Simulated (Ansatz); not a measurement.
# HfC2: from a guess to a relaxed structure, part 1 of 2

The task: take a trial cell of HfC2 to zero force and stress.

Method: DFT PBE, scalar-relativistic, plane waves, PAW, in Ansatz 0.2.0.

**1. The system as given**

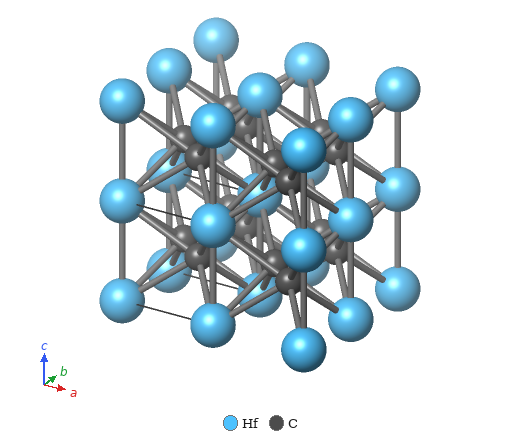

Start, viewed slightly off an axis; hafnium blue, carbon dark grey. 2×2×2 cells are drawn. Atoms on the faces are drawn again on the opposite ones.

As a file:

```cif
data_structure
_symmetry_space_group_name_H-M 'P6/mmm'
_symmetry_Int_Tables_number 191
_cell_length_a 4.1617
_cell_length_b 4.1617
_cell_length_c 3.0456
_cell_angle_alpha 90.000
_cell_angle_beta 90.000
_cell_angle_gamma 120.000
_cell_volume 45.68
loop_
_atom_site_label
_atom_site_type_symbol
_atom_site_symmetry_multiplicity
_atom_site_Wyckoff_symbol
_atom_site_fract_x
_atom_site_fract_y
_atom_site_fract_z
_atom_site_occupancy
Hf1 Hf 1 a 0.00000 0.00000 0.00000 1
C1 C 2 d 0.33333 0.66667 0.50000 1
```

A structure generator made this guess: species swapped into a database cell of NdAg2 (P6/mmm, No. 191), with Hf on the Nd sites and C on the Ag sites. Its size is a rough estimate.

**2. Probe: one point on a coarse mesh**

Input file input.yaml:

```yaml
crystal:
  lattice:
    - [4.16171003, 0.0, 0.0]
    - [-2.08085501, 3.60414661, 0.0]
    - [0.0, 0.0, 3.04561436]
  atoms:
    - { symbol: Hf, position: [0.0, 0.0, 0.0] }
    - { symbol: C, position: [0.33333333, 0.66666667, 0.5] }
    - { symbol: C, position: [0.66666667, 0.33333333, 0.5] }
basis:
  ecutwfc: 420
kpoints:
  mp_grid: { grid: [6, 6, 6] }
hamiltonian:
  xc: pbe
scf:
  occupations: { method: gaussian, width: 0.1 }
  lower_state_search: "off"
output:
  forces: true
  stress: true
  eigenvalues: true
```

Started as:

```console
$ ansatz run input.yaml --threads 1 --pin off --max-ram 2048MiB --backend cpu --events-out ev --progress --plain --runs-dir out
```

Output, shortened:

```text
Warning: RAYON_NUM_THREADS=1 ignored (pool sized by the plan → 1); use --threads N
[...]
Pseudopotentials: kind: paw
Pseudopotential: Hf, paw, valence charge 26, recommended cutoff 420 eV (normal), Hf.paw.azcp
Pseudopotential: C, paw, valence charge 4, recommended cutoff 420 eV (normal), C.paw.azcp
Functional definition: PBE
[...]
Crystal: 3 atoms, lattice volume = 45.682 Å³
Basis set: ecut = 420 eV, 881 PW (Γ), exchange–correlation on 60×60×48 points (8 copies of the dense FFT grid, shifted against one another)
Bands: 21, of which v1, the nominal top of the filled ones, is band 17 counted from 1 (16 counted from 0)
Symmetry: 24 space group operations
Space group: P6/mmm (ITA 191), of the structure as read, at distance tolerance 3.6e-5 Å
k-points: 28 of 216
[...]
SCF iter   1: F=—  HF=-16216.682580 eV  |F-HF|=—  |Δ(HF+E_count)|=         —  Δρ=7.65e-3  dr2=5.17e-2  ethr=1.77e-3  ⟨swp⟩=3.8  Hψ=2070  notcnv=0
[...]
SCF iter   7: F=-16216.674587 eV  HF=-16216.674587 eV  |F-HF|=2.30e-9  |Δ(HF+E_count)|=   5.40e-8  Δρ=2.55e-6  dr2=2.29e-9  ethr=2.41e-10  ⟨swp⟩=4.2  Hψ=2077  notcnv=0
[...]
SCF converged after 7 iterations
Free energy (F): -16216.674587 eV
[...]
E sigma→0 (E₀):  -16216.664529 eV
Entropy (-TS):   -0.020117 eV (-6.706 meV/atom)
Fermi energy:    12.284590 eV
[...]
--- Forces (eV/Å), atoms counted from 1 ---
  atom   1  Hf    -0.00000000     0.00000000     0.00000000
  atom   2  C      0.00000000    -0.00000000     0.00000000
  atom   3  C      0.00000000     0.00000000     0.00000000
[...]
--- Stress (GPa, compression-positive) ---
      -46.267752       0.000000       0.000000
        0.000000     -46.267752       0.000000
        0.000000       0.000000     -11.682429
  P = ⅓ Tr σ = -34.7393 GPa (-347.393 kbar)
--- Band table (eV; the first three rows and the last of 28) ---
  k-point 0: bands = ["-50.9394", "-19.4981", "-19.4981", "-19.1335", "-0.9459", "-0.9319", "-0.9165", "-0.9165", "-0.9054", "-0.9054", "-0.8693", "-0.1887", "5.7625", "8.5386", "8.5386", "10.6271", "12.4420", "12.9656", "12.9656", "15.0413", "15.8146"]
[...]
```

It took 0.95 s on 1 thread of AMD EPYC 9R45 (Zen 5), shared host; peak memory 0.37 GiB.

Read-out: pressure -34.7 GPa, largest force 0.00 eV/Å, gap on this mesh none (metal). A guess like this is first relaxed loosely on the coarse mesh.

**3. Rough relaxation on the coarse mesh**

input.yaml, as its differences from that of step 2:

```diff
@@ -22 +22,6 @@
   eigenvalues: true
+relax:
+  adjacent_minimum: "off"
+  f_tol: 0.04
+  max_steps: 70
+  cell: { stress_tol: 0.4 }
```

Started as:

```console
$ ansatz run input.yaml --threads 1 --pin off --max-ram 2048MiB --backend cpu --events-out ev --progress --plain --runs-dir out
```

Output:

```text
Warning: RAYON_NUM_THREADS=1 ignored (pool sized by the plan → 1); use --threads N
Engine: ansatz 0.2.0, x86_64-unknown-linux-gnu
[... 4 set-up lines as earlier in the session ...]
  parameter kappa = 0.804
  parameter beta = 0.06672455060314922
  exchange = pbe_x(kappa = kappa, mu = beta*pi^2/3)
  correlation = pbe_c(beta = beta)
Crystal: 3 atoms, lattice volume = 45.682 Å³
Basis set: ecut = 420 eV, 881 PW (Γ), exchange–correlation on 60×60×48 points (8 copies of the dense FFT grid, shifted against one another)
Bands: 21, of which v1, the nominal top of the filled ones, is band 17 counted from 1 (16 counted from 0)
[... 2 set-up lines as earlier in the session ...]
k-points: 28 of 216
Non-local potential: Hf, projectors of the file, l = 0: 3, l = 1: 2, l = 2: 2, l = 3: 3
Non-local potential: C, projectors of the file, l = 0: 2, l = 1: 2, l = 2: 1
PAW form: soft (Blöchl's): semilocal exchange-correlation on the pseudo side does not see the compensation charge
PAW one-centre angular grid: Hf, 590 points (default); XC on 64 Gauss nodes
PAW one-centre angular grid: C, 110 points (default); XC on 64 Gauss nodes
Initial density: superposition of atomic densities (neutral atoms: chi_scale 0, normalization atom), corrected by the library's trained network
Initial wavefunctions: pseudopotential atomic-orbital guess
Functional: x = pbe(κ = 0.804, μ = 0.2195149727645171), c = pbe(β = 0.06672455060314922)
SCF iter   1: F=—  HF=-16216.682580 eV  |F-HF|=—  |Δ(HF+E_count)|=         —  Δρ=7.65e-3  dr2=5.17e-2  ethr=1.77e-3  ⟨swp⟩=3.8  Hψ=2070  notcnv=0
preconditioner: auto → none  [metal: Δε(μ)=0.017 eV  Ē_g=11.109 eV  σ=0.100 eV  W_gap=0.09  n_scr=8 (ndim 8)  ℏωp=28.0 eV  f_vac=0.000  D(μ)=3.85/eV (n_scr^D=44)  sad-step TF]
SCF iter   2: F=—  HF=-16216.677809 eV  |F-HF|=—  |Δ(HF+E_count)|=   4.77e-3  Δρ=4.49e-3  dr2=2.01e-2  ethr=1.52e-4  ⟨swp⟩=1.0  Hψ=812  notcnv=0
SCF iter   3: F=—  HF=-16216.674573 eV  |F-HF|=—  |Δ(HF+E_count)|=   3.24e-3  Δρ=4.34e-4  dr2=3.00e-5  ethr=5.91e-5  ⟨swp⟩=2.0  Hψ=699  notcnv=0
SCF iter   4: F=—  HF=-16216.674596 eV  |F-HF|=—  |Δ(HF+E_count)|=   2.34e-5  Δρ=1.96e-4  dr2=1.55e-5  ethr=8.82e-8  ⟨swp⟩=2.0  Hψ=1072  notcnv=0
SCF iter   5: F=—  HF=-16216.674589 eV  |F-HF|=—  |Δ(HF+E_count)|=   7.50e-6  Δρ=3.59e-5  dr2=4.03e-7  ethr=4.57e-8  ⟨swp⟩=2.0  Hψ=1070  notcnv=0
SCF iter   6: F=—  HF=-16216.674587 eV  |F-HF|=—  |Δ(HF+E_count)|=   1.10e-6  Δρ=1.19e-5  dr2=8.19e-8  ethr=2.94e-10  ⟨swp⟩=5.5  Hψ=2638  notcnv=0
SCF iter   7: F=-16216.674587 eV  HF=-16216.674587 eV  |F-HF|=2.30e-9  |Δ(HF+E_count)|=   5.42e-8  Δρ=2.55e-6  dr2=2.28e-9  ethr=2.41e-10  ⟨swp⟩=4.2  Hψ=2077  notcnv=0
SCF 1 converged in 7 iterations: F = -16216.674587 eV  dr2 = 2.28e-9
relax step   1: F+E_penalty+E_count = -16216.67458742 eV  Δ(F+E_penalty+E_count) = +0.000e0 eV  max|allowed force component| = 1.061e-15 eV/Å  Δτ_max = 0.0000 Å  P = -34.739 GPa  Ω = 45.682 Å³  (7 SCF iters, dr2 threshold 1.00e-7 eV, accepted)
Crystal: 3 atoms, lattice volume = 40.835 Å³
Basis set: ecut = 420 eV, 815 PW (Γ), exchange–correlation on 60×60×48 points (8 copies of the dense FFT grid, shifted against one another)
Initial density: handed on by an earlier stage of this run
Initial wavefunctions: those handed on with the density
iter 1 solved again at ethr=8.74e-5 eV; its pass at ethr=3.10e-3 eV (dr2=2.97e-2 eV) is discarded
SCF iter   1: F=—  HF=-16218.003351 eV  |F-HF|=—  |Δ(HF+E_count)|=         —  Δρ=9.71e-3  dr2=3.02e-2  ethr=8.74e-5  ⟨swp⟩=1.7  Hψ=3519  notcnv=0
preconditioner: auto → none  [insulator: Δε(μ)=0.169 eV  Ē_g=15.612 eV  σ=0.100 eV  W_gap=0.77  n_scr=8 (ndim 8)  ℏωp=32.9 eV  f_vac=0.000  D(μ)=1.38/eV (n_scr^D=8)  ε∞_Penn≈5.4]
SCF iter   2: F=—  HF=-16217.998510 eV  |F-HF|=—  |Δ(HF+E_count)|=   4.84e-3  Δρ=3.07e-3  dr2=2.08e-3  ethr=8.74e-5  ⟨swp⟩=2.0  Hψ=746  notcnv=0
SCF iter   3: F=—  HF=-16217.998484 eV  |F-HF|=—  |Δ(HF+E_count)|=   2.59e-5  Δρ=1.58e-3  dr2=3.91e-4  ethr=6.12e-6  ⟨swp⟩=2.0  Hψ=948  notcnv=0
SCF iter   4: F=—  HF=-16217.998521 eV  |F-HF|=—  |Δ(HF+E_count)|=   3.69e-5  Δρ=3.87e-4  dr2=3.23e-5  ethr=1.15e-6  ⟨swp⟩=2.0  Hψ=1020  notcnv=0
SCF iter   5: F=—  HF=-16217.998516 eV  |F-HF|=—  |Δ(HF+E_count)|=   4.38e-6  Δρ=9.01e-5  dr2=1.60e-6  ethr=9.50e-8  ⟨swp⟩=2.0  Hψ=1039  notcnv=0
SCF iter   6: F=-16217.998517 eV  HF=-16217.998517 eV  |F-HF|=8.12e-8  |Δ(HF+E_count)|=   5.16e-7  Δρ=7.27e-6  dr2=1.99e-8  ethr=8.82e-10  ⟨swp⟩=5.3  Hψ=2728  notcnv=0
SCF 2 converged in 6 iterations: F = -16217.998517 eV  dr2 = 1.99e-8
relax step   2: F+E_penalty+E_count = -16217.99851682 eV  Δ(F+E_penalty+E_count) = -1.324e0 eV  max|allowed force component| = 8.142e-16 eV/Å  Δτ_max = 0.0000 Å  P = -32.463 GPa  Ω = 40.835 Å³  energy of the carried Pulay correction = +6.559e-3 eV  (6 SCF iters, dr2 threshold 3.00e-7 eV, accepted)
Crystal: 3 atoms, lattice volume = 36.857 Å³
Basis set: ecut = 420 eV, 719 PW (Γ), exchange–correlation on 60×60×48 points (8 copies of the dense FFT grid, shifted against one another)
iter 1 solved again at ethr=1.17e-4 eV; its pass at ethr=3.10e-3 eV (dr2=3.99e-2 eV) is discarded
SCF iter   1: F=—  HF=-16219.175648 eV  |F-HF|=—  |Δ(HF+E_count)|=         —  Δρ=1.08e-2  dr2=4.03e-2  ethr=1.17e-4  ⟨swp⟩=2.0  Hψ=3918  notcnv=0
preconditioner: auto → none  [metal: Δε(μ)=0.088 eV  Ē_g=15.971 eV  σ=0.100 eV  W_gap=0.44  n_scr=8 (ndim 8)  ℏωp=34.6 eV  f_vac=0.000  D(μ)=2.11/eV (n_scr^D=20)]
SCF iter   2: F=—  HF=-16219.167605 eV  |F-HF|=—  |Δ(HF+E_count)|=   8.04e-3  Δρ=2.65e-3  dr2=1.30e-3  ethr=1.17e-4  ⟨swp⟩=2.0  Hψ=828  notcnv=0
SCF iter   3: F=—  HF=-16219.167741 eV  |F-HF|=—  |Δ(HF+E_count)|=   1.36e-4  Δρ=1.27e-3  dr2=2.34e-4  ethr=3.83e-6  ⟨swp⟩=2.0  Hψ=1053  notcnv=0
SCF iter   4: F=—  HF=-16219.167832 eV  |F-HF|=—  |Δ(HF+E_count)|=   9.18e-5  Δρ=1.52e-4  dr2=4.76e-6  ethr=6.89e-7  ⟨swp⟩=2.0  Hψ=1050  notcnv=0
SCF iter   5: F=—  HF=-16219.167831 eV  |F-HF|=—  |Δ(HF+E_count)|=   1.56e-6  Δρ=4.69e-5  dr2=8.20e-7  ethr=1.40e-8  ⟨swp⟩=2.9  Hψ=1263  notcnv=0
SCF iter   6: F=-16219.167830 eV  HF=-16219.167830 eV  |F-HF|=1.70e-7  |Δ(HF+E_count)|=   8.23e-7  Δρ=1.52e-5  dr2=4.88e-8  ethr=8.82e-10  ⟨swp⟩=7.0  Hψ=3161  notcnv=0
SCF 3 converged in 6 iterations: F = -16219.167830 eV  dr2 = 4.88e-8
relax step   3: F+E_penalty+E_count = -16219.16782978 eV  Δ(F+E_penalty+E_count) = -1.169e0 eV  max|allowed force component| = 3.947e-16 eV/Å  Δτ_max = 0.0000 Å  P = -26.711 GPa  Ω = 36.857 Å³  energy of the carried Pulay correction = +1.243e-2 eV  (6 SCF iters, dr2 threshold 3.00e-7 eV, accepted)
[... 11 lines left out ...]
relax step   4: F+E_penalty+E_count = -16220.07040313 eV  Δ(F+E_penalty+E_count) = -9.026e-1 eV  max|allowed force component| = 1.776e-15 eV/Å  Δτ_max = 0.0000 Å  P = -16.814 GPa  Ω = 33.336 Å³  energy of the carried Pulay correction = +1.808e-2 eV  (6 SCF iters, dr2 threshold 3.00e-7 eV, accepted)
[... 11 lines left out ...]
relax step   5: F+E_penalty+E_count = -16220.57948376 eV  Δ(F+E_penalty+E_count) = -5.091e-1 eV  max|allowed force component| = 2.467e-15 eV/Å  Δτ_max = 0.0000 Å  P = -3.421 GPa  Ω = 30.397 Å³  energy of the carried Pulay correction = +2.309e-2 eV  (6 SCF iters, dr2 threshold 3.00e-7 eV, accepted)
[... 11 lines left out ...]
relax step   6: F+E_penalty+E_count = -16220.61470682 eV  Δ(F+E_penalty+E_count) = -3.522e-2 eV  max|allowed force component| = 1.776e-15 eV/Å  Δτ_max = 0.0000 Å  P = +1.327 GPa  Ω = 29.508 Å³  energy of the carried Pulay correction = +2.465e-2 eV  (6 SCF iters, dr2 threshold 3.00e-7 eV, accepted)
[... 12 lines left out ...]
relax step   7: F+E_penalty+E_count = -16220.61583972 eV  Δ(F+E_penalty+E_count) = -1.133e-3 eV  max|allowed force component| = 8.388e-16 eV/Å  Δτ_max = 0.0000 Å  P = +0.521 GPa  Ω = 29.593 Å³  energy of the carried Pulay correction = +2.446e-2 eV  (6 SCF iters, dr2 threshold 3.00e-7 eV, accepted)
[... 13 lines left out ...]
relax step   8: F+E_penalty+E_count = -16220.61586724 eV  Δ(F+E_penalty+E_count) = -2.752e-5 eV  max|allowed force component| = 5.921e-16 eV/Å  Δτ_max = 0.0000 Å  P = +0.001 GPa  Ω = 29.657 Å³  energy of the carried Pulay correction = +2.432e-2 eV  (6 SCF iters, dr2 threshold 3.00e-7 eV, accepted)
Basis set: ecut = 420 eV, 599 PW (Γ), exchange–correlation on 48×48×48 points (8 copies of the dense FFT grid, shifted against one another)
Initial wavefunctions: pseudopotential atomic-orbital guess (no wavefunctions were taken with the density)
iter 1 solved again at ethr=1.85e-8 eV; its pass at ethr=3.10e-3 eV (dr2=6.29e-6 eV) is discarded
SCF iter   1: F=—  HF=-16220.611879 eV  |F-HF|=—  |Δ(HF+E_count)|=         —  Δρ=3.99e-4  dr2=5.00e-6  ethr=1.85e-8  ⟨swp⟩=3.2  Hψ=4095  notcnv=0
preconditioner: auto → none  [metal: Δε(μ)=0.095 eV  Ē_g=17.110 eV  σ=0.100 eV  W_gap=0.49  n_scr=8 (ndim 8)  ℏωp=38.6 eV  f_vac=0.000  D(μ)=1.12/eV (n_scr^D=8)]
SCF iter   2: F=—  HF=-16220.611879 eV  |F-HF|=—  |Δ(HF+E_count)|=   3.87e-7  Δρ=2.36e-4  dr2=4.30e-6  ethr=1.47e-8  ⟨swp⟩=2.9  Hψ=1171  notcnv=0
SCF iter   3: F=—  HF=-16220.611885 eV  |F-HF|=—  |Δ(HF+E_count)|=   5.72e-6  Δρ=1.17e-4  dr2=4.40e-7  ethr=1.26e-8  ⟨swp⟩=2.0  Hψ=1054  notcnv=0
SCF iter   4: F=—  HF=-16220.611885 eV  |F-HF|=—  |Δ(HF+E_count)|=   8.89e-8  Δρ=5.00e-5  dr2=8.59e-8  ethr=1.29e-9  ⟨swp⟩=2.0  Hψ=947  notcnv=0
SCF iter   5: F=—  HF=-16220.611885 eV  |F-HF|=—  |Δ(HF+E_count)|=   3.90e-7  Δρ=1.11e-5  dr2=4.95e-9  ethr=2.53e-10  ⟨swp⟩=2.1  Hψ=961  notcnv=0
SCF iter   6: F=-16220.611885 eV  HF=-16220.611885 eV  |F-HF|=2.29e-10  |Δ(HF+E_count)|=   1.94e-8  Δρ=1.24e-6  dr2=7.19e-11  ethr=5.65e-12  ⟨swp⟩=4.6  Hψ=2237  notcnv=0
SCF 9 converged in 6 iterations: F = -16220.611885 eV  dr2 = 7.19e-11
relax step   9: F+E_penalty+E_count = -16220.61188514 eV  Δ(F+E_penalty+E_count) = +3.982e-3 eV  max|allowed force component| = 5.428e-16 eV/Å  Δτ_max = 0.0000 Å  P = -0.192 GPa  Ω = 29.657 Å³  stress off target by 2.56e-1 GPa  SCF on the basis re-selected at this cell (its energy is not comparable with the rows above)  (6 SCF iters)
basis re-selected at this cell: Δ(F+E_penalty+E_count) = +3.982e-3 eV, ΔP = -0.193 GPa vs the last step (what re-selecting the basis moved, of the pressure what is left beyond the Pulay correction that the steps carried, after the strain that the cell walked since its last selection, with what the two solves' SCF thresholds leave and, on support functions, any second-order correction that the steps lacked; it is no measure of the basis error at this ecutwfc). The dense FFT grid was sized anew with the basis: this SCF ran on 24×24×24 points, the steps before it on 30×30×24, so part of this shift can come from that change (see relax.cell in the input reference). This SCF's stress stands 2.56e-1 GPa from its target on what of the cell is left free (relax.cell.stress_tol is 4.00e-1 GPa) and its largest allowed force component is 5.43e-16 eV/Å (relax.f_tol is 4.00e-2 eV/Å): within both
SCF converged after 6 iterations
Free energy (F): -16220.611885 eV
Harris-Foulkes:  -16220.611885 eV  (|F-HF|=2.29e-10)
Internal energy: -16220.606312 eV  (E = F + TS)
E sigma→0 (E₀):  -16220.609099 eV
Entropy (-TS):   -0.005573 eV (-1.858 meV/atom)
Fermi energy:    21.201267 eV
--- Per-component energies (eV) ---
  E_band       = 150.939899
  E_kinetic    = 594.171168
  E_local      = -5087.952930  (includes V_loc(G=0)·N_el)
  E_nonlocal   = -1189.427448
  E_hartree    = 2402.520227
  E_xc         = -396.334011
  E_vxc        = -385.886324  (∫ρ·V_xc dr)
  E_paw        = -7122.913701  (= ΣΔE_a)
  E_vpaw       = 1414.994660  (= ΣTr[D̂ρ^β])
  E_aug_tail   = 0.000007  (compensation charges beyond the density's cutoff)
  E_ewald      = -5420.669623
  E_smearing   = -0.005573  (= −TS)
  E_closure    = -0.000000  (closes the sum)
  Σ components = -16220.611885   (vs F -16220.611885, Δ=0.00e0)
--- Forces (eV/Å), atoms counted from 1 ---
  atom   1  Hf    -0.00000000     0.00000000     0.00000000
  atom   2  C      0.00000000    -0.00000000     0.00000000
  atom   3  C     -0.00000000     0.00000000     0.00000000
  max |Σ_I F_I| component: 1.48e-16 eV/Å
--- Stress (GPa, compression-positive) ---
       -0.255607       0.000000       0.000000
        0.000000      -0.255607       0.000000
        0.000000       0.000000      -0.065082
  P = ⅓ Tr σ = -0.1921 GPa (-1.921 kbar)
--- Band table (eV; the first three rows and the last of 28) ---
  k-point 0: bands = ["-41.3601", "-9.9057", "-9.9057", "-9.8925", "4.2533", "8.6513", "8.7226", "8.7226", "8.7246", "8.7246", "8.7304", "8.7462", "15.4025", "15.4025", "17.4093", "17.7888", "18.2700", "22.9563", "22.9563", "24.2138", "24.8096"]
  k-point 1: bands = ["-41.3547", "-10.0411", "-9.8928", "-9.8928", "4.6811", "8.6539", "8.7112", "8.7112", "8.7210", "8.7346", "8.7346", "8.7463", "15.3051", "15.6869", "15.6869", "17.9658", "20.2675", "21.2337", "21.2337", "23.6829", "24.2572"]
  k-point 2: bands = ["-41.3437", "-10.3248", "-9.8668", "-9.8668", "5.6750", "8.6591", "8.6894", "8.6894", "8.7182", "8.7465", "8.7555", "8.7555", "13.0042", "16.3999", "16.3999", "18.4064", "19.6682", "19.6682", "22.4615", "22.4615", "22.6245"]
  k-point 27: bands = ["-41.3078", "-10.2783", "-10.1942", "-10.1942", "8.1547", "8.1547", "8.6908", "8.7275", "8.7290", "8.7507", "8.7507", "8.9304", "8.9304", "14.2053", "16.2544", "16.2544", "23.1554", "23.1554", "25.1535", "27.2568", "27.2568"]
--- Relaxed structure (8 steps of the walk, 8 accepted, 1 SCFs on fresh bases) ---
  F+E_penalty+E_count = -16220.61188514 eV   max|allowed force component| = 5.428e-16 eV/Å   (the final SCF, on the basis selected at the relaxed cell)
  cell:  # Å, volume = 29.6571 Å³
    - [3.2817729889254132, -2.276387141127527e-9, 0.0]
    - [-1.6408864924912978, 2.842098779001189, 0.0]
    - [0.0, 0.0, 3.1796572928335767]
  atoms:
    - { symbol: Hf, position: [4.969565210861919e-34, 1.8405906938929859e-34, 0.0] }
    - { symbol: C, position: [0.3333333333333333, 0.6666666666666666, 0.5000000000000001] }
    - { symbol: C, position: [0.6666666666666667, 0.3333333333333333, 0.5000000000000001] }
```

Wall time 8.5 s (1 thread of AMD EPYC 9R45 (Zen 5), shared host); peak memory 0.39 GiB.

Relaxation path:

| step | E - E(step 1) (eV/cell) | largest force component (eV/Å) | pressure (GPa) | volume (Å³) |
| --- | --- | --- | --- | --- |
| 1 | 0.0000 | 0.0000 | -34.74 | 45.68 |
| 2 | -1.3239 | 0.0000 | -32.46 | 40.83 |
| 3 | -2.4932 | 0.0000 | -26.71 | 36.86 |
| 4 | -3.3958 | 0.0000 | -16.81 | 33.34 |
| 5 | -3.9049 | 0.0000 | -3.42 | 30.40 |
| 6 | -3.9401 | 0.0000 | 1.33 | 29.51 |
| 7 | -3.9413 | 0.0000 | 0.52 | 29.59 |
| 8 | -3.9413 | 0.0000 | 0.00 | 29.66 |
| 9 | -3.9373 | 0.0000 | -0.19 | 29.66 |

Step 1 is the start. Step 9 repeats the geometry before it on a plane-wave basis chosen anew for that cell, so its energy need not be comparable with the rows above.

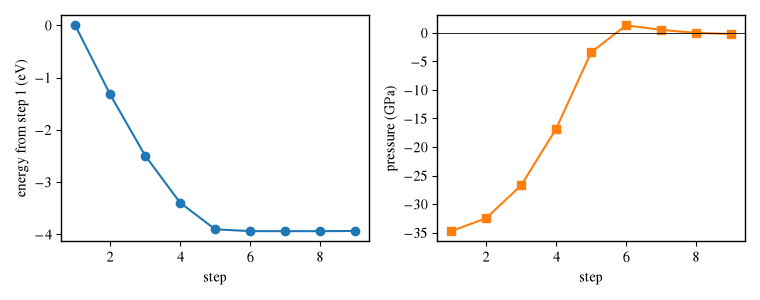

Energy and pressure along the relaxation.

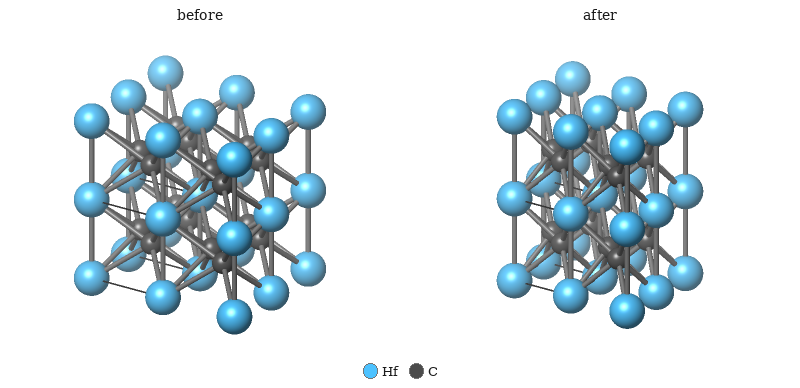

The structure before (left) and after (right) the relaxation, drawn at the same scale.

|  | before | after | change |
| --- | --- | --- | --- |
| a (Å) | 4.162 | 3.282 | -21.1 % |
| b (Å) | 4.162 | 3.282 | -21.1 % |
| c (Å) | 3.046 | 3.180 | +4.4 % |
| volume (Å³/atom) | 15.23 | 9.89 | -35.1 % |
| shortest distance (Å) | 2.403 | 1.895 | -21.1 % |
| space group (0.01 Å) | P6/mmm | P6/mmm | same |

Forces and stress were held to the start's 24 operations: a distortion of lower symmetry was not tested.

(Continued in part 2 of 2.)
